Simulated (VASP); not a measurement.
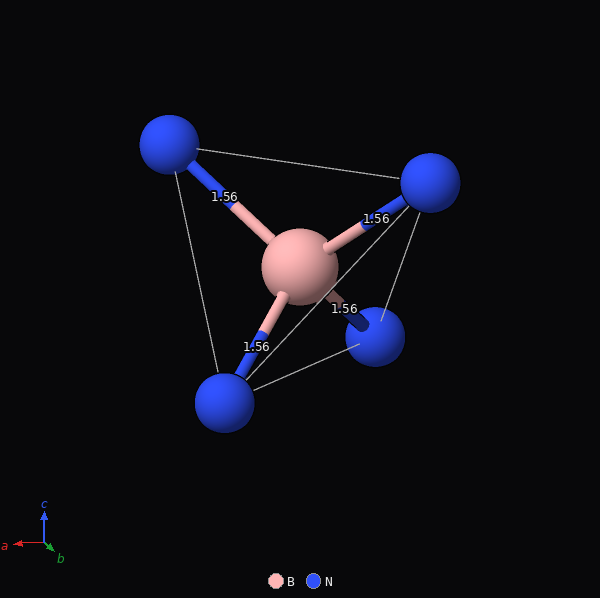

The BN4 unit about B in BN. Source: the end point of a relaxation with VASP, VASP Kohn-Sham DFT of a periodic cell, PBE-EpsX, VASP PAW PBE potentials, recommended.

BN, space group F-43m (No. 216), a = 3.601 Å, b = 3.601 Å, c = 3.601 Å, α = 90.00°, β = 90.00°, γ = 90.00°

```csv
site,Wyckoff,x,y,z
N,4d,0.7500,0.2500,0.2500
B,4a,0.5000,0.0000,0.5000
```

**Compute the usual distortion measures of this polyhedron.**

It is closest to the tetrahedron.

| measure | value |
| --- | --- |
| mean bond length | 1.559 Å |
| bond-length distortion index (Baur) | 0.000 |
| effective coordination number (Hoppe) | 4.00 |
| shape measure against the tetrahedron | 0.00 |
| shape measure against the see-saw | 9.79 |
| centre off the ligands' centroid by | 0.00 Å |
| polyhedral volume | 1.95 Å³ |
| quadratic elongation | 1.000 |
| bond-angle variance | 0.0 deg² |
| τ4 | 1.00 |
